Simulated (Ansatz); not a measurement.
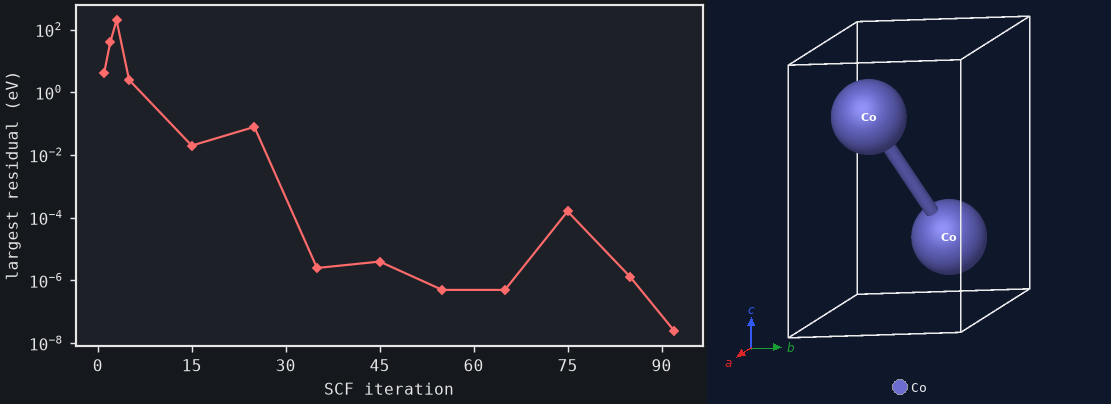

Beside the plot: the structure in its conventional cell.

The plot shows the SCF iterations of a calculation: largest residual. Only some iterations were kept.

Program: Ansatz.

```
crystal:
  atoms:
    - { position: [0.333333, 0.666667, 0.25], spin: 2.2, spin_axis: [0, 0, 1], symbol: Co }
    - { position: [0.666667, 0.333333, 0.75], spin: 0.6, spin_axis: [0, 0, 1], symbol: Co }
  lattice:
    - [2.5, 0, 0]
    - [-1.24998, 2.16503, 0]
    - [0, 0, 4.0824]
hamiltonian:
  pseudopotentials: { kind: nc }
  xc: pbe
kpoints:
  mp_grid: { grid: [1, 1, 1] }
magnetization:
  noncollinear: true
scf:
  occupations: { method: fermi_dirac, width: "0.05 eV" }
```

### How did this run end?

It converged, after 92 iterations. The residual falls unevenly and jumps up by a factor of two or more 4 times between kept points, most sharply before step 75 (by a factor of about 300).
